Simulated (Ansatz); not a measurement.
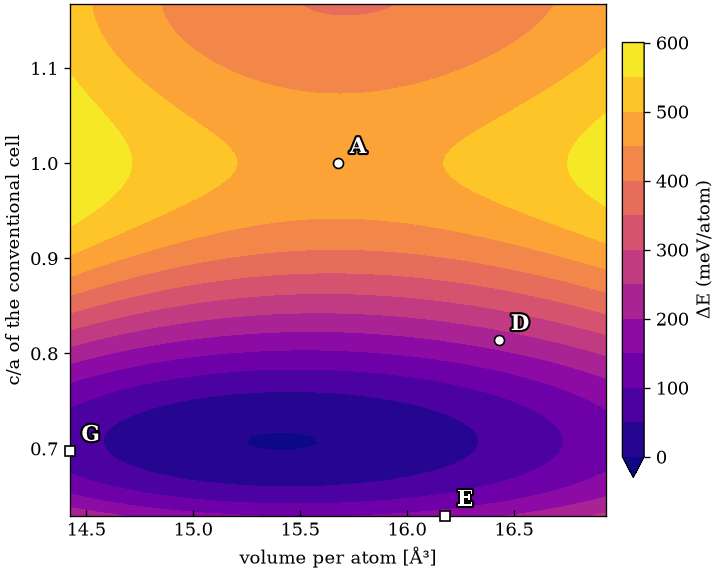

W (Fm-3m, No. 225; 1 atom in the cell). The energy is mapped over volume and the cell's shape. Coordinates scanned: (1) volume per atom; (2) c/a of the conventional cell. Nothing is relaxed (symmetry fixes all fractional coordinates). Grid: 11 × 13 points. Points are written as (first, second). All energies are given in meV/atom relative to the lowest grid point. The calculation used Ansatz, DFT LDA, scalar-relativistic, plane waves, PAW. Settings: cutoff 420 eV, k-mesh 22×22×22, gaussian smearing 0.15 eV, no spin polarisation.

The picture shows filled contours, lettered points. Between grid points the surface is interpolated.

Question: Is D the lowest point of the computed grid?

Answer: No. D lies 224 meV/atom above the lowest grid point, which is at (15.427 Å³, 0.697).

Question: What kind of point is each of A, D: minimum, saddle, maximum or slope?

Answer: A: saddle point; D: on a slope. (In these two coordinates alone; a stationary point may lie a little off the grid point.)

Question: Which space group has the cell at each letter?

Answer: A: Fm-3m; D: I4/mmm; E: I4/mmm; G: I4/mmm.

PAW datasets: the set soft_1.
